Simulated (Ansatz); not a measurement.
```cif
data_structure
_symmetry_space_group_name_H-M 'P 1'
_symmetry_Int_Tables_number 1
_cell_length_a 3.4462
_cell_length_b 3.4462
_cell_length_c 5.8593
_cell_angle_alpha 90.000
_cell_angle_beta 90.000
_cell_angle_gamma 120.000
_cell_volume 60.26
loop_
_atom_site_label
_atom_site_type_symbol
_atom_site_fract_x
_atom_site_fract_y
_atom_site_fract_z
_atom_site_occupancy
H1 H 0.50000 0.00000 0.00000 1
H2 H 0.00000 0.50000 0.00000 1
H3 H 0.50000 0.50000 0.00000 1
H4 H 0.33333 0.66667 0.50000 1
H5 H 0.66667 0.33333 0.50000 1
Pt1 Pt 0.00000 0.00000 0.00000 1
```

Space group P6/mmm; a structure generated by program, which may or may not match a known phase; computed without spin polarisation.

Computed with Ansatz, DFT PBE, scalar-relativistic, plane waves, PAW.

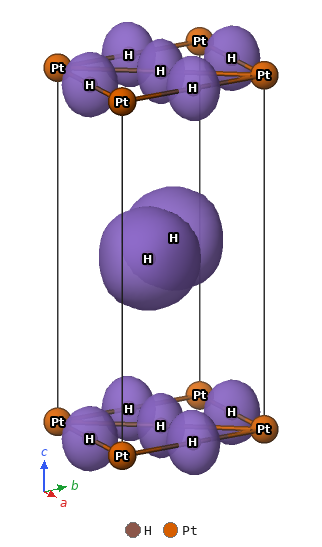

H$_{5}$Pt. Isosurface of the ELF at 0.8 (purple), seen slightly off an axis. Only the valence region is drawn (cores and ρ < 0.01 e/Å³ removed). Sticks mark near contacts.

In a PAW calculation such maps are meaningful between the atoms, not at the nuclei.

> Describe the localisation domains.

The ELF exceeds this value in five regions around hydrogen nuclei, counted in one cell of 6 atoms. Any copies at cell faces, edges or corners count once. Profiles from the grid: Pt–H (1.72 Å): the ELF climbs to about 1 towards the hydrogen.

> Metal or insulator at this level of theory?

It is gapless in this calculation (a metal or semimetal).
